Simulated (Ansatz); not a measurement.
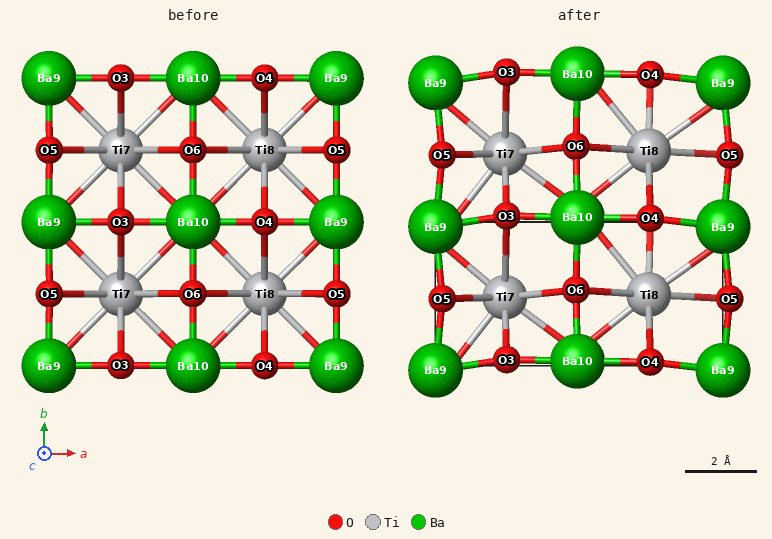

The structure of solid BaTiO3 (set up in Pm-3m) before (left) and after (right) a relaxation, at one scale.

Style: ball-and-stick. Shown: the cell of the calculation, repeated 1 × 2 × 1 with one cell outlined, along the c axis.

The start is a measured structure.

Method: DFT, PAW plane waves, r2SCAN+U in Ansatz.

The input:
```yaml
crystal:
  lattice:
    - [8.17159324, 0.0, 0.0]
    - [0.0, 4.08579662, 0.0]
    - [0.0, 0.0, 4.08579662]
  atoms:
    - { symbol: O, position: [0.0, 0.0, 0.5] }
    - { symbol: O, position: [0.5, 0.0, 0.5] }
    - { symbol: O, position: [0.25, 0.0, 0.0] }
    - { symbol: O, position: [0.75, 0.0, 0.0] }
    - { symbol: O, position: [0.0, 0.5, 0.0] }
    - { symbol: O, position: [0.5, 0.5, 0.0] }
    - { symbol: Ti, position: [0.25, 0.5, 0.5], spin: 1.0 }
    - { symbol: Ti, position: [0.75, 0.5, 0.5], spin: 1.0 }
    - { symbol: Ba, position: [0.0, 0.0, 0.0] }
    - { symbol: Ba, position: [0.5, 0.0, 0.0] }
  symmetry: { detect: false, time_reversal: true }
kpoints:
  mp_grid: { grid: [3, 6, 6], shift: [0, 0, 0] }
magnetization:
  spin_polarized: true
scf:
  occupations: { method: fermi_dirac }
  lower_state_search: "off"
hamiltonian:
  pseudopotentials: { kind: paw }
  xc: r2scan
  hubbard:
    projectors: atomic
    sites: [{ species: Ti, l: d, u: 7.09, j: 0.44 }]
basis:
  ecutwfc: 500
  fft_grid_basis: typed
relax:
  max_steps: 80
  f_tol: 0.03
output:
  forces: true
  stress: true
  eigenvalues: true
  bader: true
  populations: true
  elf: true
  write_potential: true
  volumetric_format: npy
  dos:
    e_range: [-12, 8]
    de: 0.05
    projected: { site_lists: { Ba: [Ba], O: [O], Ti: [Ti] } }
checkpoint:
  read: saved_state
```

Command:
```bash
ansatz run input.yaml --threads 2 --pin off --max-ram 4096MiB --backend cpu --events-out ev --progress --plain --runs-dir out
```

### What changed between the two?

The run was cut off at its time limit before the relaxation converged, so the last structure is only a point on the way. After 5 geometry steps the energy has fallen by 112 meV per atom. Largest force component: 0.51 eV/Å at the start, 1.6 eV/Å at the end. The largest move is that of O1, 0.51 Å roughly along −b. Largest moves by element: O 0.51 Å, Ba 0.16 Å, Ti 0.13 Å. The cell doesn't change. Some distances before and after: O1–Ti8 2.907 → 3.343 Å, O2–Ti7 2.902 → 3.291 Å, O1–Ti7 2.875 → 2.510 Å, O5–Ti8 2.903 → 3.244 Å. Among the angles between lasting bonds that change: Ba9–O1–Ba9 179.4° → 158.5°, O1–Ba9–O1 179.4° → 158.5°, Ba9–O4–Ba10 179.7° → 164.0°. The space group stays P1 (No. 1). The program noted that the start was displaced slightly to test its symmetry.

Ba sits on the octahedral site here and Ti on the 12-fold one, the reverse of the real perovskite.
